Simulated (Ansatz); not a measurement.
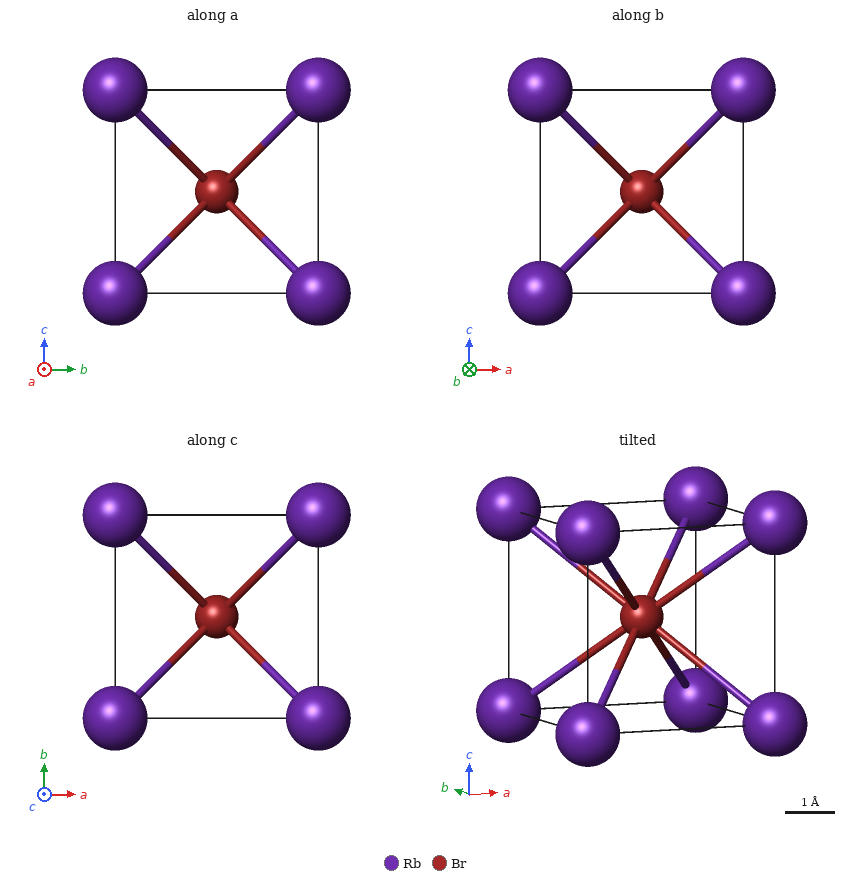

View along the a axis, along the b axis, along the c axis and slightly off an axis, drawn as a ball-and-stick model. One conventional unit cell is framed, with atoms on its boundary repeated.

Lattice parameters: a = 4.2193 Å, b = 4.2193 Å, c = 4.2193 Å, α = 90.000°, β = 90.000°, γ = 90.000°.

Record the structure as a CIF in P1 with every atom of the cell.

Answer.
```cif
data_structure
_symmetry_space_group_name_H-M 'P 1'
_symmetry_Int_Tables_number 1
_cell_length_a 4.2193
_cell_length_b 4.2193
_cell_length_c 4.2193
_cell_angle_alpha 90.000
_cell_angle_beta 90.000
_cell_angle_gamma 90.000
_cell_volume 75.11
loop_
_atom_site_label
_atom_site_type_symbol
_atom_site_fract_x
_atom_site_fract_y
_atom_site_fract_z
_atom_site_occupancy
Rb1 Rb 0.0000 0.0000 0.0000 1
Br1 Br 0.5000 0.5000 0.5000 1
```

Its origin is a structure type filled with these elements by a generator (whether the compound takes this form wasn't checked). Earlier steps of the study, as a rule a relaxation of our own, may have changed the cell and positions, so they can lie some per cent off the listed ones. A calculation with Ansatz used it as input.
